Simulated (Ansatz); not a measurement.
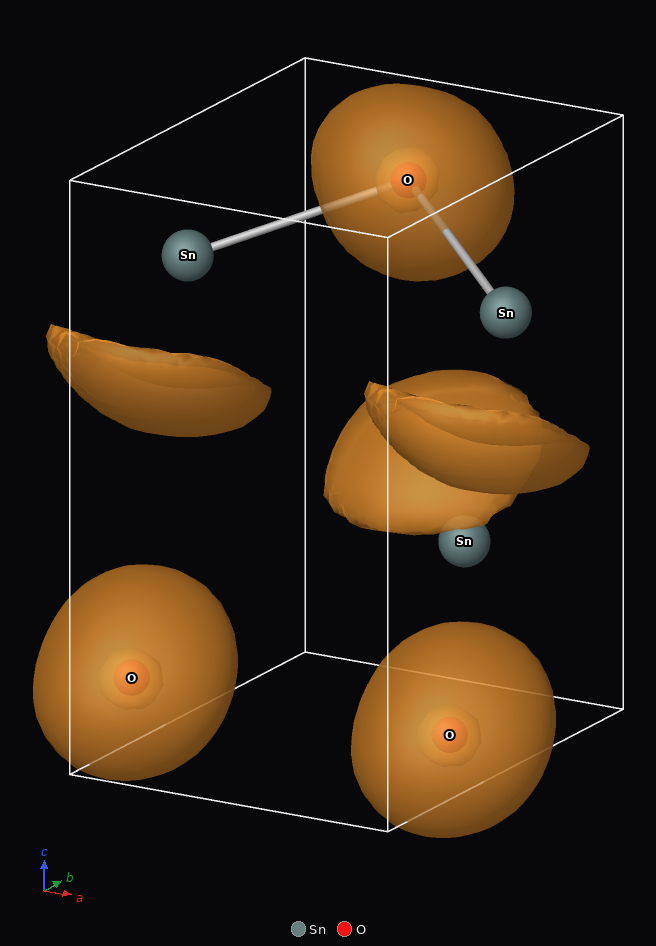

Figure. SnO. Isosurface of the ELF at 0.6 (orange), seen at an oblique angle. Only the valence region is drawn (cores and ρ < 0.01 e/Å³ removed). Sticks mark near contacts.

Space group P1; a structure from a database of computed crystals, not necessarily the ambient phase; changed on purpose from its base cell (all Sn atoms moved -0.050 Å, as atom 1 along Cartesian [1 1 0]); not relaxed (largest force 0.7 eV/Å); computed pressure about −3 GPa in this cell.

Method: DFT PBEsol, scalar-relativistic, plane waves, PAW in Ansatz 0.2.0.

In a PAW calculation such maps are meaningful between the atoms, not at the nuclei.

Question: Where are the electrons localised?

Answer: The surface consists of two lobes on Sn, pointing away from the bonds (lone pairs) and two regions wrapped around O (the valence shell of each), counted in one cell of 4 atoms. Regions shared between cells count once. Along the contacts the grid gives the following. Sn–O (2.12 Å): the ELF peaks at about 0.80 in the valence shell of O, 0.6 Å from its nucleus, and is about 0.25 at the midpoint (no localised pair shows between them). Sn–O (2.18 Å): the ELF peaks at about 0.80 in the valence shell of O, 0.6 Å from its nucleus, and is about 0.25 at the midpoint; no localised pair shows between them.

Question: Does the calculation make it a metal, or give it a gap?

Answer: It is gapped, with a Kohn–Sham gap of 1.3 eV on the k-point mesh (the band edges may lie off the mesh, which would make the gap smaller).
